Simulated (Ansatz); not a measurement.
System: AgCl, space group Fm-3m (No. 225), 2 atoms in the cell.

```xyz
2
Lattice="0.0000 2.7731 2.7731 2.7731 0.0000 2.7731 2.7731 2.7731 0.0000" Properties=species:S:1:pos:R:3 pbc="T T T"
Ag    2.7731    2.7731    2.7731
Cl    0.0000    0.0000    0.0000
```

Level of theory: DFT, PBE, PAW with Ansatz's default frozen-core files, scalar-relativistic, no spin polarisation, 9×9×9 k mesh, Fermi-Dirac smearing of 0.01 eV; code Ansatz.

What does the calculation give for the electronic structure? The path is Γ–X–U–K–Γ–L–W–X.

The bands leave a gap. The gap along this path is 0.91 eV and indirect, from the valence-band top at L to the conduction-band bottom at Γ; the smallest direct gap is 2.99 eV, between K and Γ. Two bands meet at the valence-band top at L: it is doubly degenerate (spin aside). The direct gaps are 4.25 eV at X, 3.23 eV at Γ and 4.65 eV at K.

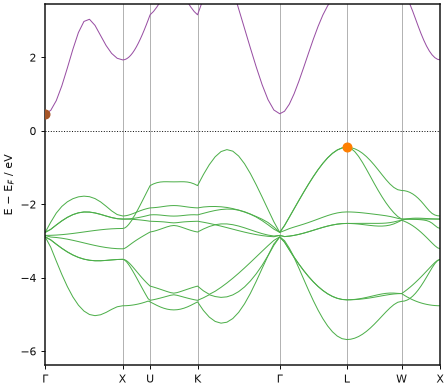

Band structure. Energies are counted from the Fermi level. The path runs straight from each named point to the next.
